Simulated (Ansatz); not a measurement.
# B₅N₄ (slab): what the fields show

Input file:

```
crystal:
  lattice:
    - [2.5064381127, 0.0, 0.0]
    - [-1.2532190563, 2.1706390786, 0.0]
    - [0.0, 0.0, 28.925271178]
  atoms:
    - { symbol: B, position: [0.6666666667, 0.3333333333, 0.2938606849] }
    - { symbol: "N", position: [0.3333333333, 0.6666666667, 0.2938606849] }
    - { symbol: B, position: [0.3333333333, 0.6666666667, 0.4082389981] }
    - { symbol: "N", position: [0.6666666667, 0.3333333333, 0.4082389981] }
    - { symbol: B, position: [0.6666666667, 0.3333333333, 0.5226173113] }
    - { symbol: "N", position: [0.3333333333, 0.6666666667, 0.5226173113] }
    - { symbol: B, position: [0.3333333333, 0.6666666667, 0.6369956245] }
    - { symbol: "N", position: [0.6666666667, 0.3333333333, 0.6369956245] }
    - { symbol: B, position: [0.3333333333, 0.6666666667, 0.6950763246], spin: 1.0 }
basis:
  ecutwfc: 420
kpoints:
  mp_grid: { grid: [12, 12, 1] }
hamiltonian:
  xc: pbe
  dispersion: d3bj
scf:
  occupations: { method: gaussian, width: 0.05 }
output:
  forces: true
  eigenvalues: true
  populations: true
  write_density: true
  write_potential: true
  elf: true
  volumetric_format: npy
magnetization:
  spin_polarized: true
relax:
  adjacent_minimum: "off"
  f_tol: 0.03
  max_steps: 70
  constraints: [{ sites: [0, 1, 2, 3] }]
efield:
  axis: 3
  dipole_correction: true
  ramp_width: 0.04
```

Command:

```sh
ansatz run input.yaml --threads 2 --pin off --max-ram 5120MiB --backend cpu --events-out ev --progress --plain --runs-dir out
```

The fields are those of the run's last geometry, not of the input's.

The SCF solution may not be the lowest one; the program warned that a starting moment wasn't kept; spin-polarised, but the moments vanished.

Theory: DFT PBE+D3(BJ), scalar-relativistic, plane waves, PAW in Ansatz 0.2.0.

Core electrons are frozen (PAW), and the valence fields are smoothed inside the atomic spheres.

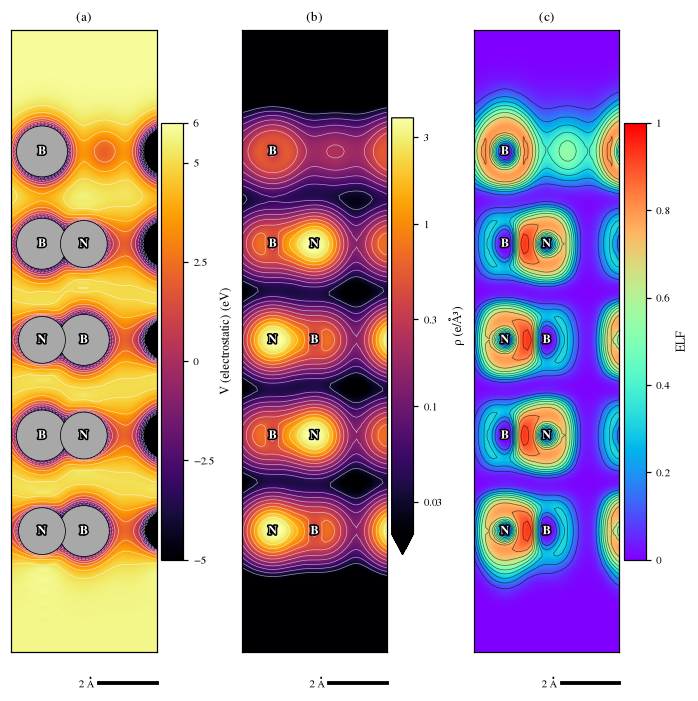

Figure 1. (a) electrostatic potential (local pseudopotential plus Hartree) felt by an electron; (b) valence charge density (pseudo); (c) electron localisation function on the (110) plane of the calculation cell, a cut from vacuum to vacuum. Grey discs cover the atomic cores in the potential map.

Question: What does the map show?

Answer: The plane passes through B and N nuclei.
B–N (1.45 Å): ρ at the midpoint is about 1.8 e/Å³; the ELF peaks at about 0.95 between the atoms.
The density dies away to nearly zero in the vacuum.
Outside the cores the potential energy rises away from the atoms and is highest in the vacuum; its zero is arbitrary.

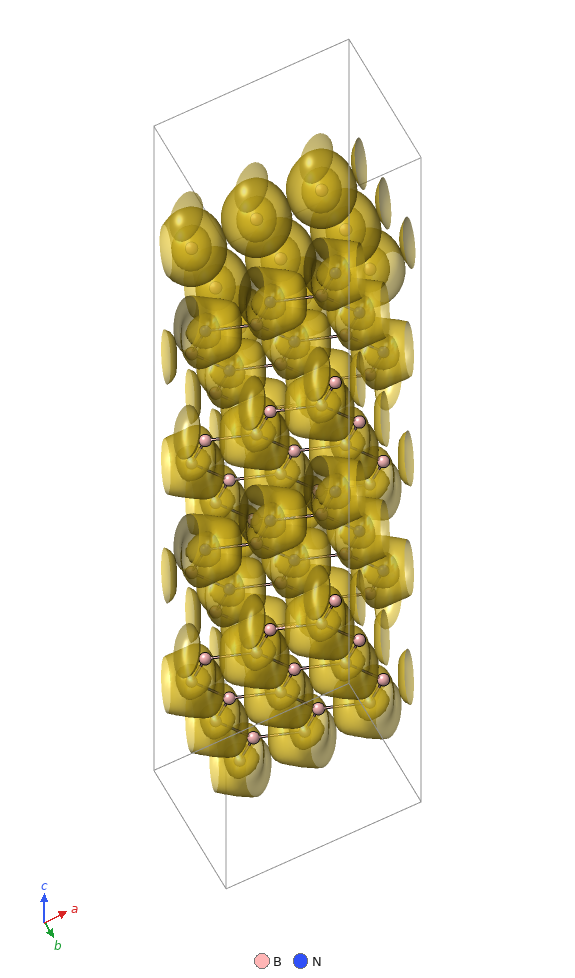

Figure 2. Isosurface of the ELF at 0.7 (yellow), seen at an oblique angle. Core shells and regions of very low density are left out. Sticks mark near contacts.

Question: Identify the bonds, lone pairs and shells in this picture.

Answer: The ELF exceeds this value in four regions on N in which the atom's valence shell and bonds are merged and one region wrapped around B (its valence shell), counted in one cell of 9 atoms. Counts are for one cell; the picture repeats the cell along the surface.
